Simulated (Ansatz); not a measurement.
Run report: CoPdO₂, single-point calculation

The run: single-point calculation of CoPdO₂ (R-3m, 4 atoms in the cell). Method and program: DFT, PBEsol, PAW with Ansatz's default frozen-core files, scalar-relativistic, spin-polarised (Ansatz 0.2.0).

The structure derives from a Materials Project entry. It belongs to a series of runs on one base structure; here: field of 200 T on the spins, PAW files. Figures and captions count atoms from 1; the log counts them from 0 in places.

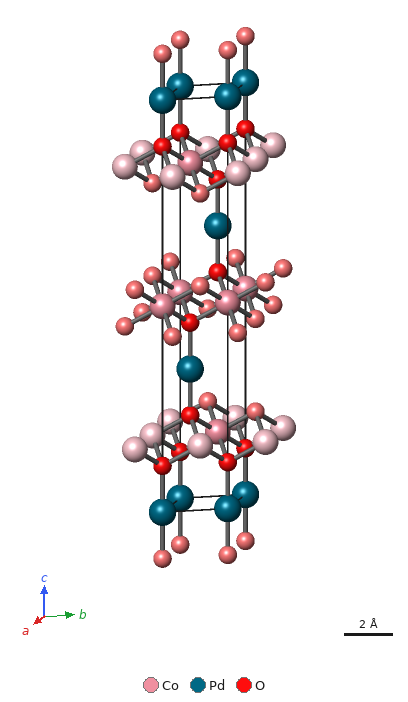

Figure 1. The structure as given in the input (ball-and-stick view of the cell 3 times as large as that of the calculation, set on its symmetry axes, seen slightly off an axis; neighbours outside the cell are drawn fainter). An atom can appear more than once, as a periodic image. Near neighbours in the periodic cell (some may lie outside the picture): Co has 6 O at 1.92 Å; Pd has 2 O at 2.01 Å; O has 3 Co at 1.92 Å and 1 Pd at 2.01 Å.

Summary:

- outcome: converged
- space group (tolerance 0.01 Å): R-3m (166)
- electrons treated: 47
- free energy: −13119.7932 eV
- Fermi energy: 14.151 eV
- net moment of the cell: 0.02 μB
- integrated absolute moment: 0.02 μB
- pressure: −10.11 GPa
- largest force (length of the vector): 0.270 eV/Å
- hardware: 2 threads of AMD EPYC (Zen 5), 32 GiB of memory available, shared host
- wall time: 5.9 s (CPU time 12 s)
- peak memory: 0.65 GiB

Notes:

The cell is under a tension of 10.1 GPa at this level, so it is not at its equilibrium volume.

Input:
```yaml
crystal:
  lattice:
    - [1.4316899074, 0.8265865534, 5.9577715763]
    - [-1.4316899074, 0.8265865534, 5.9577715763]
    - [0.0, -1.6531731068, 5.9577715763]
  atoms:
    - { symbol: Co, position: [0.5, 0.5, 0.5], spin: 0.05 }
    - { symbol: Pd, position: [0.0, 0.0, 0.0] }
    - { symbol: O, position: [0.887524, 0.887524, 0.887524] }
    - { symbol: O, position: [0.112476, 0.112476, 0.112476] }
magnetization:
  spin_polarized: true
  magnetic_field: 200
kpoints:
  mp_grid: { grid: [12, 12, 12] }
scf:
  occupations: { method: fermi_dirac, width: 0.08 }
  convergence: { dr2_threshold: 1.0e-10 }
  lower_state_search: "off"
hamiltonian:
  xc: pbesol
  pseudopotentials: { kind: paw }
output:
  forces: true
  stress: true
  eigenvalues: true
```

Command:
```bash
ansatz run input.yaml --threads 2 --pin off --max-ram 6144MiB --backend cpu --events-out ev --progress --plain --runs-dir out
```

The program's output:
```
basis.fft_grid_basis auto: the FFT boxes are laid along the combinations [[1, 0, -1], [0, 1, -1], [0, 0, 1]] of the cell's own vectors, 2.863, 2.863 and 6.183 Å long. The dense box has 20×20×45 points. Along the cell's own vectors, as sized, it would have 45×45×45, 5.06 times as many. Of the 12 symmetry operations that the crystal satisfies within crystal.symmetry.tolerance (time reversal apart; of a slab, those that keep its plane) the dense box along the cell's own vectors carries 12, and the one as laid loses 8 of those. basis.fft_grid_basis: typed keeps the cell's own vectors: state it where this run's energies or levels are differenced outside the engine with another run's, or held beside a run that keeps those vectors.
Engine: ansatz 0.2.0, x86_64-unknown-linux-gnu
Pseudopotentials: kind: paw
Pseudopotential: Co, paw, valence charge 17, recommended cutoff 420 eV (normal), Co.paw.azcp
Pseudopotential: Pd, paw, valence charge 18, recommended cutoff 420 eV (normal), Pd.paw.azcp
Pseudopotential: O, paw, valence charge 6, recommended cutoff 420 eV (normal), O.paw.azcp
Functional definition: PBEsol
  exchange = pbesol_x
  correlation = pbesol_c
Crystal: 4 atoms, lattice volume = 42.303 Å³
Basis set: ecut = 420 eV, 829 PW (Γ), FFT grids on a1−a3, a2−a3, a3, exchange–correlation on 40×40×90 points (8 copies of the dense FFT grid, shifted against one another)
Bands: 29, of which v1, the nominal top of the filled ones, is band 24 counted from 1 (23 counted from 0)
Symmetry: 12 space group operations
Space group: R-3m (ITA 166), of the structure as read, at distance tolerance 3.5e-5 Å
Magnetic group: BNS 166.97 (UNI 1327), of the structure as read, at distance tolerance 3.5e-5 Å
k-points: 189 of 1728
Non-local potential: Co, projectors of the file, l = 0: 3, l = 1: 2, l = 2: 3, l = 3: 1
Non-local potential: Pd, projectors of the file, l = 0: 2, l = 1: 2, l = 2: 2, l = 3: 1
Non-local potential: O, projectors of the file, l = 0: 2, l = 1: 2, l = 2: 1
PAW form: soft (Blöchl's): semilocal exchange-correlation on the pseudo side does not see the compensation charge
PAW frozen core: Co, regenerated for the run's functional, and the local potential with it (the file was generated under x = pbe(κ = 0.804, μ = 0.2195149727645171), c = pbe(β = 0.06672455060314922))
PAW frozen core: Pd, regenerated for the run's functional, and the local potential with it (the file was generated under x = pbe(κ = 0.804, μ = 0.2195149727645171), c = pbe(β = 0.06672455060314922))
PAW frozen core: O, regenerated for the run's functional, and the local potential with it (the file was generated under x = pbe(κ = 0.804, μ = 0.2195149727645171), c = pbe(β = 0.06672455060314922))
PAW one-centre angular grid: Co, 590 points (default); XC on 64 Gauss nodes
PAW one-centre angular grid: Pd, 590 points (default); XC on 64 Gauss nodes
PAW one-centre angular grid: O, 110 points (default); XC on 64 Gauss nodes
Initial density: superposition of atomic densities (chi_scale 0.1, normalization cell, long waves kept (reshape's long-wave potential 0.33 eV rms))
Starting moments: Σ|m| = 0.05 μB on 1 of 4 sites
Magnetic field: 200 T along the axis of the moments, on the spin alone (11.5768 meV per μB along it)
Initial wavefunctions: pseudopotential atomic-orbital guess
Functional: x = pbesol(κ = 0.804, μ = 0.12345679012345678), c = pbesol(β = 0.046)
SCF iter   1: F=—  HF=-13128.759477 eV  |F-HF|=—  |Δ(HF+E_count)|=         —  Δρ=2.82e-1 (↑2.77e-1 ↓2.82e-1)  dr2=2.02e2  dr2_m=2.99e-3  M=0.044 μB ∫|m|=0.045 μB  β_m=0.30  ethr=3.10e-3  ⟨swp⟩=5.6  Hψ=39855  notcnv=0
preconditioner: auto → Kerker (q_TF=auto, 2.777 Å⁻¹)  [metal: Δε(μ)=0.003 eV  Ē_g=10.955 eV  σ=0.080 eV  W_gap=0.01  n_scr=16 (ndim 8)  ℏωp=31.8 eV  f_vac=0.000  D(μ)=3.15/eV (n_scr^D=36)]
spin=Collinear: Kerker preconditioning applied to the charge; magnetization (m = ρ↑ − ρ↓) channel mixes plain (no charge-response kernel on spin).
SCF iter   2: F=—  HF=-13125.328187 eV  |F-HF|=—  |Δ(HF+E_count)|=    3.43e0  Δρ=2.15e-1 (↑1.99e-1 ↓2.15e-1)  dr2=5.46e1  dr2_m=3.67e-2  M=0.183 μB ∫|m|=0.183 μB  β_m=1.00  ethr=3.10e-3  ⟨swp⟩=4.0  Hψ=28777  notcnv=0
SCF iter   3: F=—  HF=-13120.300161 eV  |F-HF|=—  |Δ(HF+E_count)|=    5.03e0  Δρ=5.86e-2 (↑5.86e-2 ↓5.30e-2)  dr2=2.30e0  dr2_m=3.07e-2  M=0.054 μB ∫|m|=0.058 μB  β_m=0.30  ethr=3.10e-3  ⟨swp⟩=3.1  Hψ=26467  notcnv=0
SCF iter   4: F=—  HF=-13119.896618 eV  |F-HF|=—  |Δ(HF+E_count)|=   4.04e-1  Δρ=3.82e-2 (↑3.82e-2 ↓3.39e-2)  dr2=6.21e-1  dr2_m=2.42e-2  M=0.027 μB ∫|m|=0.037 μB  β_m=0.30  ethr=3.10e-3  ⟨swp⟩=2.0  Hψ=15842  notcnv=0  defer=22
SCF iter   5: F=—  HF=-13119.881340 eV  |F-HF|=—  |Δ(HF+E_count)|=   1.53e-2  Δρ=1.85e-2 (↑1.77e-2 ↓1.85e-2)  dr2=4.51e-1  dr2_m=1.21e-2  M=0.027 μB ∫|m|=0.034 μB  β_m=0.30  ethr=1.32e-3  ⟨swp⟩=2.1  Hψ=24865  notcnv=0  defer=3
SCF iter   6: F=—  HF=-13119.798605 eV  |F-HF|=—  |Δ(HF+E_count)|=   8.27e-2  Δρ=1.16e-2 (↑1.16e-2 ↓5.49e-3)  dr2=1.08e-1  dr2_m=6.22e-3  M=0.029 μB ∫|m|=0.034 μB  β_m=0.30  ethr=9.59e-4  ⟨swp⟩=2.3  Hψ=18996  notcnv=0  defer=2
SCF iter   7: F=—  HF=-13119.795652 eV  |F-HF|=—  |Δ(HF+E_count)|=   2.95e-3  Δρ=6.09e-3 (↑6.09e-3 ↓2.55e-3)  dr2=3.09e-2  dr2_m=3.68e-3  M=0.026 μB ∫|m|=0.031 μB  β_m=0.30  ethr=2.29e-4  ⟨swp⟩=2.0  Hψ=13952  notcnv=0
Mixer restart at iter 7: flushing history
spin-set hold released at iteration 7 (site moments contracting): the magnetisation degrees of freedom join the quasi-Newton model from the next iteration; the mixer history was flushed
SCF iter   8: F=—  HF=-13119.793822 eV  |F-HF|=—  |Δ(HF+E_count)|=   1.83e-3  Δρ=3.20e-3 (↑2.56e-3 ↓3.20e-3)  dr2=5.34e-3  dr2_m=2.17e-3  M=0.024 μB ∫|m|=0.028 μB  β_m=0.40  ethr=6.58e-5  ⟨swp⟩=1.0  Hψ=10962  notcnv=0
SCF iter   9: F=—  HF=-13119.793496 eV  |F-HF|=—  |Δ(HF+E_count)|=   3.25e-4  Δρ=3.50e-3 (↑3.50e-3 ↓1.21e-3)  dr2=1.05e-2  dr2_m=8.24e-4  M=0.023 μB ∫|m|=0.026 μB  β_m=0.42  ethr=1.14e-5  ⟨swp⟩=2.4  Hψ=16072  notcnv=0
SCF iter  10: F=—  HF=-13119.792984 eV  |F-HF|=—  |Δ(HF+E_count)|=   5.12e-4  Δρ=1.46e-3 (↑7.43e-4 ↓1.46e-3)  dr2=1.69e-3  dr2_m=6.88e-5  M=0.022 μB ∫|m|=0.023 μB  β_m=0.51  ethr=1.14e-5  ⟨swp⟩=1.5  Hψ=11303  notcnv=0
SCF iter  11: F=—  HF=-13119.792974 eV  |F-HF|=—  |Δ(HF+E_count)|=   1.02e-5  Δρ=7.48e-4 (↑6.49e-4 ↓7.48e-4)  dr2=7.28e-4  dr2_m=2.03e-6  M=0.022 μB ∫|m|=0.022 μB  β_m=0.75  ethr=3.60e-6  ⟨swp⟩=1.0  Hψ=11354  notcnv=0
SCF iter  12: F=—  HF=-13119.792914 eV  |F-HF|=—  |Δ(HF+E_count)|=   6.00e-5  Δρ=4.77e-4 (↑4.53e-4 ↓4.77e-4)  dr2=3.61e-4  dr2_m=1.62e-7  M=0.022 μB ∫|m|=0.022 μB  β_m=0.88  ethr=1.55e-6  ⟨swp⟩=2.0  Hψ=12553  notcnv=0
SCF iter  13: F=—  HF=-13119.792910 eV  |F-HF|=—  |Δ(HF+E_count)|=   4.09e-6  Δρ=2.74e-4 (↑2.72e-4 ↓2.74e-4)  dr2=1.33e-4  dr2_m=4.91e-9  M=0.022 μB ∫|m|=0.022 μB  β_m=0.67  ethr=7.69e-7  ⟨swp⟩=1.0  Hψ=11234  notcnv=0
SCF iter  14: F=—  HF=-13119.792909 eV  |F-HF|=—  |Δ(HF+E_count)|=   4.54e-7  Δρ=7.15e-5 (↑5.84e-5 ↓7.15e-5)  dr2=9.38e-6  dr2_m=1.74e-8  M=0.022 μB ∫|m|=0.022 μB  β_m=0.52  ethr=2.83e-7  ⟨swp⟩=1.0  Hψ=10970  notcnv=0
SCF iter  15: F=—  HF=-13119.793163 eV  |F-HF|=—  |Δ(HF+E_count)|=   2.54e-4  Δρ=9.49e-6 (↑8.38e-6 ↓9.49e-6)  dr2=1.94e-7  dr2_m=1.72e-9  M=0.022 μB ∫|m|=0.022 μB  β_m=0.56  ethr=2.00e-8  ⟨swp⟩=2.0  Hψ=12754  notcnv=0
SCF iter  16: F=—  HF=-13119.793163 eV  |F-HF|=—  |Δ(HF+E_count)|=   6.32e-7  Δρ=5.38e-6 (↑5.34e-6 ↓5.38e-6)  dr2=8.54e-8  dr2_m=6.19e-10  M=0.022 μB ∫|m|=0.022 μB  β_m=0.62  ethr=4.12e-10  ⟨swp⟩=1.0  Hψ=11040  notcnv=0
SCF iter  17: F=—  HF=-13119.793163 eV  |F-HF|=—  |Δ(HF+E_count)|=   3.04e-9  Δρ=4.56e-6 (↑4.56e-6 ↓4.28e-6)  dr2=3.11e-8  dr2_m=8.96e-11  M=0.022 μB ∫|m|=0.022 μB  β_m=0.63  ethr=1.82e-10  ⟨swp⟩=1.0  Hψ=10962  notcnv=0
SCF iter  18: F=—  HF=-13119.793163 eV  |F-HF|=—  |Δ(HF+E_count)|=   1.04e-9  Δρ=6.16e-7 (↑6.16e-7 ↓5.91e-7)  dr2=1.03e-9  dr2_m=8.64e-12  M=0.022 μB ∫|m|=0.022 μB  β_m=0.75  ethr=6.62e-11  ⟨swp⟩=1.0  Hψ=10962  notcnv=0
iter 19 did not close the SCF: its close was put off for a magnetic moment that had not settled (scf_convergence_deferred on its scf_iter line)
SCF iter  19: F=-13119.793163 eV  HF=-13119.793163 eV  |F-HF|=3.64e-12  |Δ(HF+E_count)|=  1.71e-10  Δρ=2.20e-7 (↑2.14e-7 ↓2.20e-7)  dr2=5.17e-11  dr2_m=1.02e-12  M=0.022 μB ∫|m|=0.022 μB  β_m=0.80  ethr=1.00e-12  ⟨swp⟩=3.0  Hψ=42388  notcnv=0
SCF iter  20: F=-13119.793163 eV  HF=-13119.793163 eV  |F-HF|=3.64e-12  |Δ(HF+E_count)|=  1.09e-11  Δρ=6.92e-8 (↑6.92e-8 ↓6.90e-8)  dr2=6.91e-12  dr2_m=2.88e-13  M=0.022 μB ∫|m|=0.022 μB  ethr=1.00e-12  ⟨swp⟩=2.0  Hψ=32220  notcnv=0
SCF 1 converged in 20 iterations: F = -13119.793163 eV  dr2 = 6.91e-12
  greatest PAW one-centre occupation: 1.000 electrons in one spin orbital (limit 2), on the Co atom at site 0 (counted from 0), in its partial waves of l = 1
```

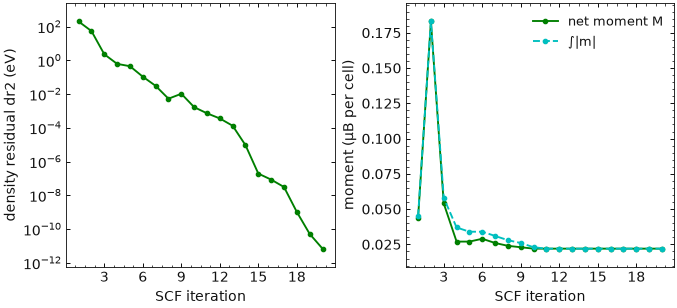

Figure 2. Convergence of the self-consistent field: density residual dr2 and magnetic moment against the SCF iteration. The residual falls almost steadily, with no more than small rises. The net moment starts and ends at 0.0 μB per cell, and ∫|m| falls to zero.

```
SCF converged after 20 iterations
Magnetization: 0.0218 μB (23.5109 up, 23.4891 down)
Absolute magnetization: 0.0220 μB (∫|ρ↑−ρ↓|, with the PAW one-centre terms)
Spin contamination: 0.0000 ħ² per cell (⟨S²⟩ above its minimum at these occupations)
Per-site moments (μB) at R_I (Å): [(0.005767935814905509, 0.7903550643110046), (0.011380754558427951, 0.8292565658221992), (0.0006989391943246109, 0.7903550643110047), (0.0006989391943246593, 0.7903550643110046)]
Free energy (F): -13119.793163 eV
Harris-Foulkes:  -13119.793163 eV  (|F-HF|=3.64e-12)
Internal energy: -13119.766633 eV  (E = F + TS)
E sigma→0 (E₀):  -13119.779898 eV
Entropy (-TS):   -0.026531 eV (-6.633 meV/atom)
Fermi energy:    14.150525 eV
--- Per-component energies (eV) ---
  E_band       = -519.233451
  E_kinetic    = 1308.883851
  E_local      = -6090.285660  (includes V_loc(G=0)·N_el)
  E_nonlocal   = 772.548027
  E_hartree    = 2484.461890
  E_xc         = -467.848288
  E_vxc        = -598.425567  (∫ρ·V_xc dr)
  E_paw        = -5468.461701  (= ΣΔE_a)
  E_vpaw       = -880.882654  (= ΣTr[D̂ρ^β])
  E_aug_tail   = 0.004937  (compensation charges beyond the density's cutoff)
  E_zeeman     = -0.000252  (= −μ_B·B·M)
  E_ewald      = -5659.630956
  E_core_change = 0.561519  (= ΣΔE_core)
  E_smearing   = -0.026531  (= −TS)
  E_closure    = 0.000000  (closes the sum)
  Σ components = -13119.793163   (vs F -13119.793163, Δ=0.00e0)
--- Forces (eV/Å), atoms counted from 1 ---
  atom   1  Co    -0.00000000    -0.00000000     0.00000000
  atom   2  Pd    -0.00000000     0.00000000     0.00000000
  atom   3  O      0.00000000    -0.00000000    -0.27035877
  atom   4  O      0.00000000     0.00000000     0.27035877
  max |Σ_I F_I| component: 2.11e-30 eV/Å
--- Stress (GPa, compression-positive) ---
       -9.680716       0.000000       0.000000
        0.000000      -9.680716      -0.000000
        0.000000      -0.000000     -10.958630
  P = ⅓ Tr σ = -10.1067 GPa (-101.067 kbar)
--- Band table (eV; the first three rows and the last of 378) ---
  k-point 0 ↑: bands = ["-80.9959", "-70.2631", "-44.4193", "-44.4193", "-44.3587", "-36.3704", "-35.7205", "-35.7205", "-6.6661", "-4.7885", "5.6421", "8.0998", "8.0998", "9.0910", "10.2316", "11.3294", "11.3294", "11.5892", "11.5892", "12.4725", "12.4725", "12.7121", "12.7121", "13.2056", "16.1354", "16.1354", "16.8759", "20.2990", "23.1420"]
  k-point 1 ↑: bands = ["-80.9955", "-70.2617", "-44.4238", "-44.4203", "-44.3580", "-36.3687", "-35.7341", "-35.7239", "-6.5872", "-4.7835", "5.7301", "7.9025", "8.1400", "9.2230", "10.4106", "10.9157", "11.0823", "11.5341", "11.7241", "12.3708", "12.4714", "12.8009", "12.9056", "13.2319", "15.9585", "16.0741", "16.9993", "20.6476", "23.3279"]
  k-point 2 ↑: bands = ["-80.9944", "-70.2580", "-44.4360", "-44.4232", "-44.3561", "-36.3642", "-35.7712", "-35.7331", "-6.3631", "-4.7722", "5.9736", "7.5183", "8.2509", "9.3449", "10.2273", "10.6276", "10.7299", "11.4343", "12.0656", "12.0893", "12.4577", "12.9205", "13.2526", "13.3209", "15.5899", "15.9240", "17.2611", "21.5050", "23.8452"]
  k-point 188 ↓: bands = ["-80.9652", "-70.2291", "-44.3903", "-44.3903", "-44.3251", "-36.3341", "-35.6874", "-35.6874", "-6.4847", "-5.0173", "6.8565", "8.2291", "8.2291", "8.4142", "9.1559", "10.7392", "10.7392", "11.6311", "11.6311", "12.6537", "12.6537", "13.3729", "13.3729", "13.6982", "15.8682", "15.8682", "18.1337", "19.1629", "23.1436"]
```

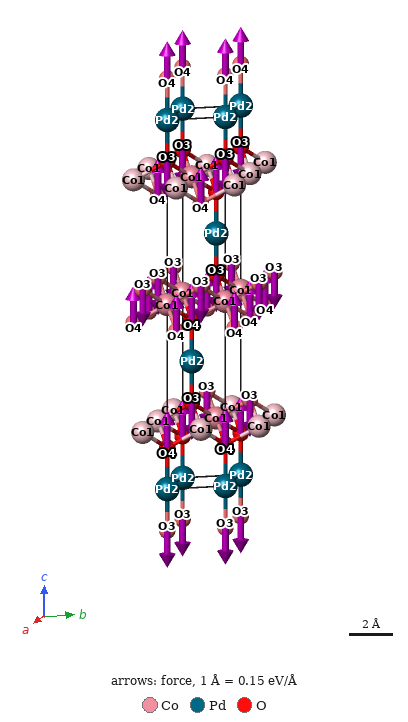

Figure 3. Forces on the atoms as pink arrows (ball-and-stick view of the cell 3 times as large as that of the calculation, set on its symmetry axes, seen slightly off an axis; neighbours outside the cell are drawn fainter; atoms are numbered from 1 in the order of the input). The largest act on O3, O4 (0.27 eV/Å). The geometry is not a stationary point of this energy.
